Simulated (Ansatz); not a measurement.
```cif
data_structure
_symmetry_space_group_name_H-M 'P 1'
_symmetry_Int_Tables_number 1
_cell_length_a 4.7464
_cell_length_b 8.1634
_cell_length_c 8.5354
_cell_angle_alpha 90.000
_cell_angle_beta 90.000
_cell_angle_gamma 90.000
_cell_volume 330.72
loop_
_atom_site_label
_atom_site_type_symbol
_atom_site_fract_x
_atom_site_fract_y
_atom_site_fract_z
_atom_site_occupancy
Ti1 Ti 0.75000 0.25000 0.25000 1
Ti2 Ti 0.25000 0.75000 0.25000 1
Ti3 Ti 0.25000 0.25000 0.75000 1
Ti4 Ti 0.75000 0.75000 0.75000 1
Ti5 Ti 0.50000 0.00000 0.00000 1
Ti6 Ti 0.00000 0.50000 0.00000 1
Ti7 Ti 0.00000 0.00000 0.50000 1
Ti8 Ti 0.50000 0.50000 0.50000 1
Si1 Si 0.25000 0.41251 0.25000 1
Si2 Si 0.75000 0.91251 0.25000 1
Si3 Si 0.75000 0.41251 0.75000 1
Si4 Si 0.25000 0.91251 0.75000 1
Si5 Si 0.25000 0.08749 0.25000 1
Si6 Si 0.75000 0.58749 0.25000 1
Si7 Si 0.75000 0.08749 0.75000 1
Si8 Si 0.25000 0.58749 0.75000 1
Si9 Si 0.00000 0.16251 0.00000 1
Si10 Si 0.50000 0.66251 0.00000 1
Si11 Si 0.50000 0.16251 0.50000 1
Si12 Si 0.00000 0.66251 0.50000 1
Si13 Si 0.50000 0.33749 0.00000 1
Si14 Si 0.00000 0.83749 0.00000 1
Si15 Si 0.00000 0.33749 0.50000 1
Si16 Si 0.50000 0.83749 0.50000 1
```

Space group Fddd; a structure from a database of computed crystals, not necessarily the ambient phase.

Theory: Kohn-Sham DFT of a periodic cell, PBEsol, Ansatz PAW in Ansatz 0.2.0.

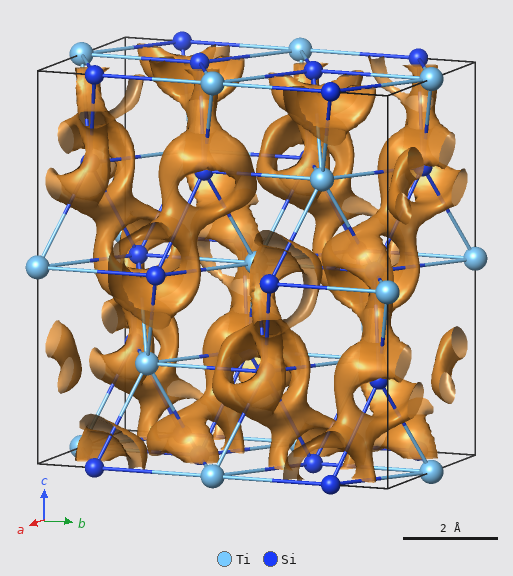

TiSi$_{2}$. Isosurface of the ELF at 0.7 (orange), seen slightly off an axis. Core shells and regions of very low density are left out. Sticks mark near contacts.

In a PAW calculation such maps are meaningful between the atoms, not at the nuclei.

Question: Identify the bonds, lone pairs and shells in this picture.

Answer: At this value the surface marks out channels that run through the cell in one direction, counted in one cell of 24 atoms. Any copies at cell faces, edges or corners count once.

Values along the shortest contacts:
Si–Si (2.52 Å): the ELF peaks at about 0.80 between the atoms. Ti–Si (2.54 Å): the ELF peaks at about 0.75 in the valence shell of Si, 0.9 Å from its nucleus, and is about 0.40 at the midpoint.

Question: Metal or insulator at this level of theory?

Answer: It is metallic or semimetallic at this level of theory: no gap opens.
